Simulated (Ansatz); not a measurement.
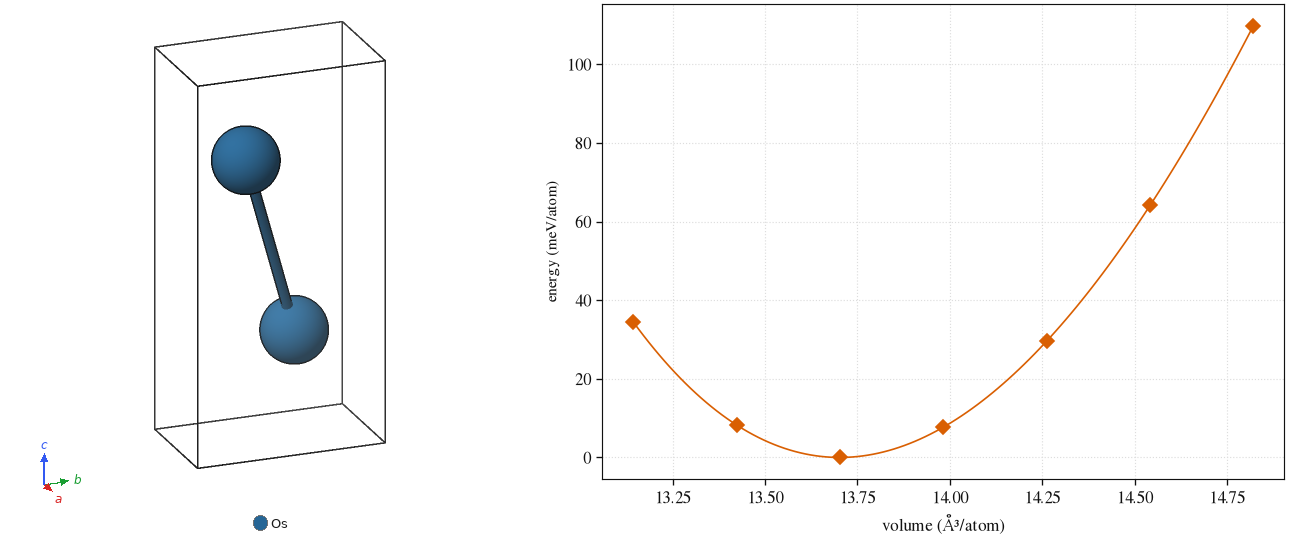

The picture above shows the energy against volume for Os, space group P6_3/mmc (No. 194). The conventional cell is drawn beside the plot.

Structure:
```yaml
crystal:
  lattice:
    - [2.73410, 0.00000, 0.00000]
    - [-1.36705, 2.36780, 0.00000]
    - [0.00000, 0.00000, 4.31970]
  atoms:
    - { symbol: Os, position: [0.66667, 0.33333, 0.75000] }
    - { symbol: Os, position: [0.33333, 0.66667, 0.25000] }
```

Method: all-electron LAPW DFT, no spin polarisation; energies at scaled volumes of the given cell, shape and fractions fixed, counted from the fit's minimum, third-order Birch-Murnaghan fit (Ansatz 0.2.0). Level: LDA.

- k mesh: 11×11×6
- occupations: Fermi–Dirac
- smearing width: 0.05 eV
- potentials: all electron LAPW, scalar relativistic
- program settings: basis error eV/atom 0.001

From this curve and the settings, what does the calculation give for the pressure at the same points?

The pressure falls from 20.56 GPa at volume 13.14 Å³/atom to −29.13 GPa at 14.82 Å³/atom, and changes sign near 13.70 Å³/atom.

```tsv
volume (Å³/atom)	pressure (GPa)
13.14	20.56
13.42	9.67
13.70	-0.02
13.98	-8.64
14.26	-16.30
14.54	-23.10
14.82	-29.13
```

Keep in mind: shape and atomic fractions are frozen while scaling, which makes layered, chain and framework solids too stiff.
